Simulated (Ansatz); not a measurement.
# Convergence of a linear-scaling basis for GaN(111) slab, H on both faces (54 atoms), part 4 of 4

Wanted: errors and times of a linear-scaling basis for GaN(111) slab, H on both faces (54 atoms). A setting counts as converged where the r.m.s. difference of forces stays under 1 % of the r.m.s. force.

Ansatz 0.2.0; Kohn-Sham DFT, PBE, PAW (set soft_2), plane waves.

The cell: 18 Ga, 18 N and 18 H. Caps of real hydrogen don't mimic the fractional bonds of a polar compound. Beside vacuum, support functions can miss their usual error bounds without a warning.

So far. Step 12 (Support functions medium, spacing 0.17 Å): Forces differ from the reference by 0.7 meV/Å r.m.s., 0.072 % of their size, well within a tolerance of 1 %; the energy by -0.27 meV/atom. It took 2.2 times the reference's time (shared host, so rough). The two runs also began from different starting densities, which bears on cycles and time.

## (17) Local order

These statistics describe the geometry on which the runs were made.

Normalised to the volume that the atoms fill. Pair distribution functions g(r), in bins of 0.2 Å:

| r (Å) | total | Ga-Ga | Ga-H | Ga-N | H-H | H-N | N-N |
| --- | --- | --- | --- | --- | --- | --- | --- |
| 0.90 | 0.36 | 0.00 | 0.00 | 0.00 | 0.00 | 1.61 | 0.00 |
| 1.10 | 1.10 | 0.00 | 0.00 | 0.00 | 0.00 | 4.97 | 0.00 |
| 1.30 | 0.00 | 0.00 | 0.00 | 0.00 | 0.00 | 0.00 | 0.00 |
| 1.50 | 0.57 | 0.00 | 2.56 | 0.00 | 0.00 | 0.00 | 0.00 |
| 1.70 | 0.06 | 0.00 | 0.29 | 0.00 | 0.00 | 0.00 | 0.00 |
| 1.90 | 2.74 | 0.00 | 0.00 | 12.34 | 0.00 | 0.00 | 0.00 |
| 2.10 | 0.08 | 0.00 | 0.00 | 0.37 | 0.00 | 0.00 | 0.00 |
| 2.30 | 0.00 | 0.00 | 0.00 | 0.00 | 0.00 | 0.00 | 0.00 |
| 2.50 | 0.74 | 0.00 | 3.35 | 0.00 | 0.00 | 0.00 | 0.00 |
| 2.70 | 0.00 | 0.00 | 0.00 | 0.00 | 0.00 | 0.00 | 0.00 |
| 2.90 | 0.56 | 0.00 | 0.00 | 0.00 | 0.00 | 2.52 | 0.00 |
| 3.10 | 2.62 | 8.70 | 0.00 | 0.00 | 5.80 | 0.00 | 9.00 |
| 3.30 | 1.81 | 3.54 | 0.00 | 0.00 | 2.35 | 3.58 | 3.23 |
| 3.50 | 0.75 | 0.00 | 3.24 | 0.00 | 0.00 | 0.13 | 0.00 |
| 3.70 | 1.64 | 0.00 | 0.06 | 7.30 | 0.00 | 0.00 | 0.00 |
| 3.90 | 0.03 | 0.00 | 0.05 | 0.10 | 0.00 | 0.00 | 0.00 |
| 4.10 | 0.55 | 0.00 | 1.22 | 0.00 | 0.00 | 1.25 | 0.00 |
| 4.30 | 0.25 | 0.00 | 0.00 | 0.00 | 0.00 | 1.13 | 0.00 |
| 4.50 | 0.67 | 2.04 | 0.96 | 0.00 | 0.00 | 0.00 | 2.04 |
| 4.70 | 0.22 | 0.00 | 0.99 | 0.00 | 0.00 | 0.00 | 0.00 |
| 4.90 | 0.96 | 0.00 | 0.00 | 4.30 | 0.00 | 0.00 | 0.00 |
| 5.10 | 0.65 | 0.00 | 1.54 | 0.00 | 0.00 | 1.39 | 0.00 |
| 5.30 | 0.37 | 0.00 | 0.03 | 0.00 | 0.00 | 1.62 | 0.00 |
| 5.50 | 1.81 | 5.45 | 0.74 | 0.00 | 2.73 | 0.61 | 5.44 |
| 5.70 | 0.58 | 0.00 | 1.79 | 0.12 | 0.00 | 0.70 | 0.00 |
| 5.90 | 0.52 | 0.00 | 0.05 | 2.30 | 0.00 | 0.00 | 0.00 |
| 6.10 | 0.50 | 0.00 | 0.00 | 0.00 | 1.11 | 1.69 | 0.00 |
| 6.30 | 0.75 | 1.90 | 0.55 | 0.00 | 1.90 | 0.04 | 1.82 |

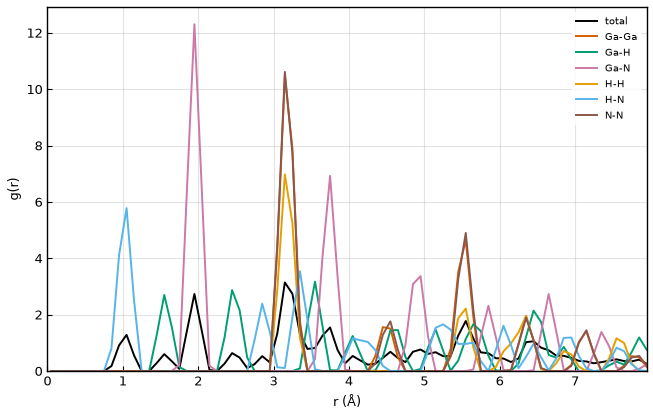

Pair distribution functions, lightly smoothed.

Bonds by pair of elements; cutoffs follow the first minimum of g(r), held within bounds set by covalent radii, and pairs that aren't listed don't count as bonded (cutoffs were set anew for this text, so counts can differ from the run's own analysis):

| pair A-B | cutoff (Å) | bonds | mean length (Å) | spread (Å) | shortest (Å) | B about A | A about B |
| --- | --- | --- | --- | --- | --- | --- | --- |
| Ga-N | 2.38 | 63 | 1.95 | 0.027 | 1.89 | 3.5 | 3.5 |
| H-N | 1.27 | 9 | 1.02 | 0.03 | 0.98 | 0.5 | 0.5 |
| Ga-H | 1.84 | 9 | 1.56 | 0.023 | 1.54 | 0.5 | 0.5 |

How many atoms have how many bonded neighbours:

```csv
element,mean,1,4
Ga,4,0,18
H,1,18,0
N,4,0,18
```

For some of the pairs, g(r) has its first main peak near 3.18 Å (Ga-Ga), 1.56 Å (Ga-H), 1.95 Å (Ga-N), 3.18 Å (H-H), 1.02 Å (H-N) and 3.19 Å (N-N). With the cutoffs above, all Ga atoms have 4, all H atoms have 1 and all N atoms have 4 bonded neighbours.

The surroundings of N28, which bears the longest force, nearest first, numbered as they follow in the input and with coordinates relative to it.

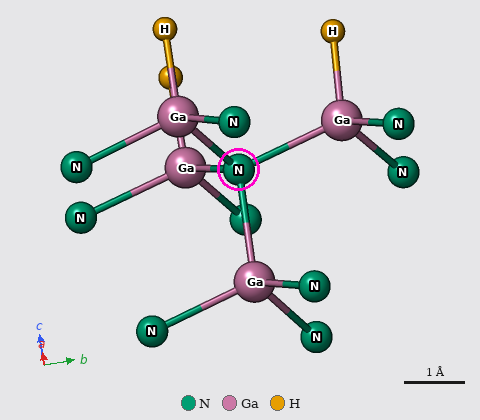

The atoms of the table, within 3.3 Å (arrows a, b, c point along x, y, z); some may hide others; the central atom is ringed.

```csv
atom,x,y,z,distance (Å),bonds,Löwdin charge (e),Fx,Fy,Fz (eV/Å)
N28,0.00,0.00,0.00,0.00,4,-0.72,0.51,0.34,-2.90
Ga27,-1.57,-0.88,0.59,1.89,4,0.59,-0.34,-0.68,2.52
Ga35,1.59,-0.91,0.63,1.94,4,0.60,0.28,0.25,1.48
Ga31,0.02,1.84,0.61,1.94,4,0.60,-0.31,0.11,1.84
Ga25,0.01,0.00,-1.99,1.99,4,0.78,0.34,0.76,1.73
H54,1.60,-0.93,2.18,2.86,1,-0.07,0.01,0.02,0.15
H50,-1.61,-0.92,2.20,2.88,1,-0.08,0.05,0.00,-0.59
H52,0.04,1.90,2.17,2.89,1,-0.08,-0.03,-0.08,-0.02
N16,-3.13,0.03,-0.03,3.13,4,-0.73,-0.96,-0.13,-2.68
N4,-1.56,-2.75,-0.04,3.16,4,-0.73,-0.38,0.16,-2.00
N12,1.61,-2.73,-0.01,3.17,4,-0.73,-0.28,-0.08,-2.52
N36,3.19,0.01,-0.03,3.19,4,-0.73,-0.09,0.32,-1.93
N26,-0.01,-1.83,-2.61,3.19,4,-0.73,0.16,0.22,-2.04
N32,1.58,2.77,-0.01,3.19,4,-0.73,0.45,0.19,-2.65
N20,-1.59,2.77,0.00,3.19,4,-0.72,-0.06,0.16,-2.57
N18,-1.60,0.93,-2.66,3.24,4,-0.75,0.48,0.25,1.39
N30,1.65,0.98,-2.66,3.28,4,-0.74,-0.71,-0.65,0.64
```

The column of bonds counts only the pairs Ga-N within 2.38 Å, H-N within 1.27 Å, Ga-H within 1.84 Å; other neighbours, such as metal atoms beside each other in a compound, aren't counted, and periodic images can show an atom twice.

## (18) Summary of results

```
free energy per atom                             : -1394.5237 eV/atom
r.m.s. force component                           : 0.9735 eV/Å
gap (highest filled to lowest empty level) : 1.477 eV
wall time of the 12 DFT runs                     : 13 min
```

Against plane waves at 750 eV, the forces differ by 0.9 meV/Å (0.092 %) with support functions medium, and by 0.49 meV/Å in the closest run (support functions high). At 54 atoms the fastest of the runs at a preset level, support functions low, takes 1.3 times the time of plane waves, in 11 SCF cycles against 9. Differences between support functions and plane waves include what basis error the plane-wave run still has. As the typed spacing goes from 0.17 to 0.383 Å, the force difference goes from 0.7 to 478 meV/Å (not steadily; the least is 0.7 at 0.17 Å), and the time from 99 s to 35 s.

Filled and empty levels are parted by 1.48 eV on the run's k-points; the mesh holds the band edges only if they fold onto it, so the gap at this level can be narrower or closed, and states at the surface or the caps may set it. With the cutoffs above, all Ga atoms have 4, all H atoms have 1 and all N atoms have 4 bonded neighbours.

**Limits.** The geometry was built by rule, was displaced at random and isn't relaxed at this level: its force components are 0.97 eV/Å r.m.s. The slab bears a dipole and has periodic images along its normal, so a spurious field crosses the vacuum.

[Logs are printed without paths, hosts, clocks, repeated set-up lines and the standing remarks that a program may print on its own settings, such as how far it seeks lower states.]

[Hosts, paths, dates, database ids (printed as entryN), source tags and the programs' standing remarks are cut or masked in the printed files.]
